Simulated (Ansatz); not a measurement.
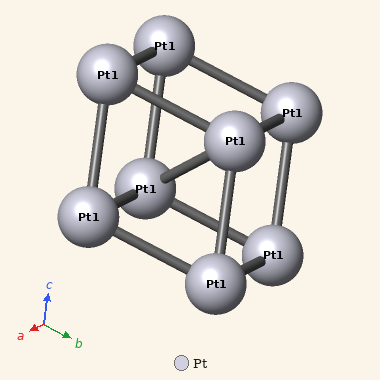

The system is Pt (Im-3m, No. 229; 1 atom in the cell); the picture shows the reference structure. 
- The energy is mapped over two homogeneous strains (x, y and z along the cube axes).
- Coordinates scanned: (1) engineering shear strain xz; (2) engineering shear strain yz.
- Nothing is relaxed (symmetry fixes all fractional coordinates).
- Grid: 7 × 7 points; 10 points were computed and 39 follow by symmetry.
- Points are written as (first, second).
- Energies: meV/atom, counted from the lowest grid point.
- Method: DFT LDA, scalar-relativistic, plane waves, PAW in Ansatz. Settings: cutoff 420 eV, k-mesh 20×20×20, gaussian smearing 0.15 eV, no spin polarisation.

Its coordinates:

```
CELL_PARAMETERS angstrom
-1.55058 1.55058 1.55058
1.55058 -1.55058 1.55058
1.55058 1.55058 -1.55058
ATOMIC_POSITIONS crystal
Pt 0.00000 0.00000 0.00000
```

Range: engineering shear strain xz from −30 to 30 %; engineering shear strain yz from −30 to 30 %.

### What will the energy surface look like?

The lowest grid point is at (0 %, 0 %). It is the only kind of minimum in the scanned range. The highest grid point, (−30 %, −30 %), lies 1868 meV/atom above the lowest. Round the minimum the contours are nearly round: the two directions are equally stiff and uncoupled.

```
second ↓, first →   −30   −20  −10    0   10    20    30
               30  1868  1231  872  764  872  1231  1868
               20  1231   740  448  351  448   740  1231
               10   872   448  179   89  179   448   872
                0   764   351   89    0   89   351   764
              −10   872   448  179   89  179   448   872
              −20  1231   740  448  351  448   740  1231
              −30  1868  1231  872  764  872  1231  1868
```

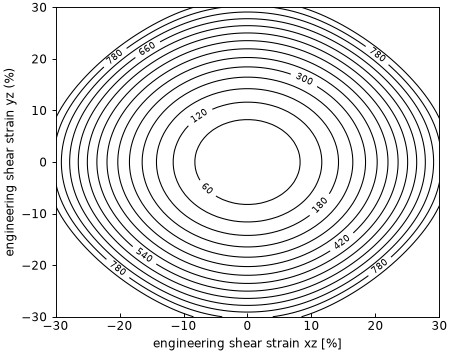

In the figure: contour lines labelled in meV/atom (none above 840). Between grid points the surface is interpolated.

The whole map (10 points run) took 8.4 min on 1 thread of Arm Neoverse N1, on a shared host.

PAW datasets: the set soft_1.
